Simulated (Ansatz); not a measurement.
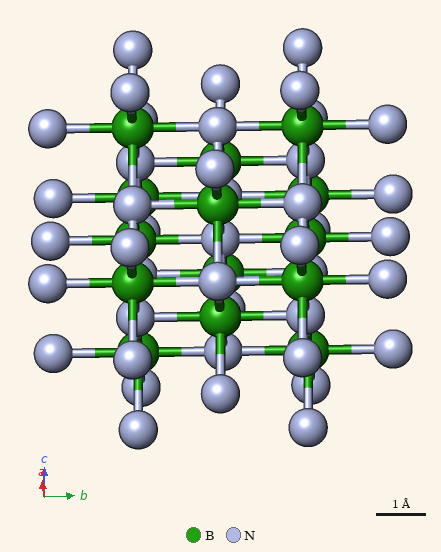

This is a crystal of BN (built on the rocksalt type) at its r2SCAN-relaxed geometry. Style: ball-and-stick. Shown: the conventional cell (4 times the calculation's cell), from a free direction. Lengths and directions refer to the drawn axes.

Theory: DFT, r2SCAN, plane waves, PAW in Ansatz. Set-up: plane-wave cutoff 500 eV; k-point mesh 12 × 12 × 12; occupations fixed; no spin polarisation.

The variant: The cell is strained by +0.1 % along [1 1 1] and +1.0 % across it (volume +2.1 %). The atoms and the free axis were relaxed with r2SCAN under that strain, and this is a single point on that geometry.

Question: What is the effect?

Answer: Some distances before and after: B–N 1.746 → 1.758 Å. The space group (tolerance 0.01 Å) goes from Fm-3m (No. 225) to R-3m (No. 166). Energy change: +4.0 meV per atom. Pressure: 0.0 GPa before, −7.8 GPa after. The principal stresses (compression positive) are 0.0 GPa along [1 1 1] and −11.7 GPa across it. All forces vanish by symmetry.
